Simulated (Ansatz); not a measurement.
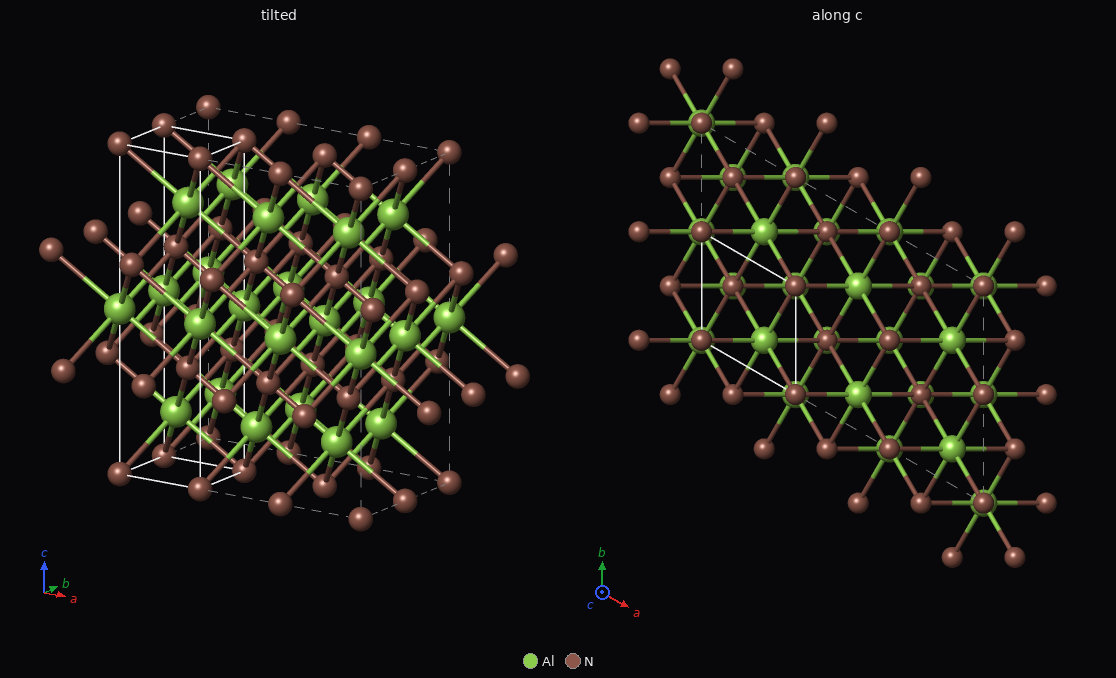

Drawn in the ball-and-stick manner and seen slightly off an axis and along the c axis. The picture spans 3×2×1 cells, one conventional unit cell being drawn with solid lines. Some neighbours outside the box are added. Cell: a = 2.804 Å, b = 2.804 Å, c = 7.419 Å, α = 90.00°, β = 90.00°, γ = 120.00°.

What can be read from this drawing?

Its composition is AlN. The symmetry is that of R-3m (No. 166), on a rhombohedral (trigonal R) lattice. Cell content 3 Al, 3 N; Z = 3. The neighbours of Al are six N in an octahedral arrangement at about 2.0 Å. Around each N lie six Al in an octahedral arrangement at about 2.0 Å. The bonds build a three-dimensional framework.

Its origin is a structure listed in the Materials Project. The cell was then strained or its atoms displaced on purpose. Ansatz was used for an electronic-structure calculation on it.

At this level of theory the cell isn't at rest (stretched, at -10 GPa), so its distances can differ from those at equilibrium, the more so the softer the solid.
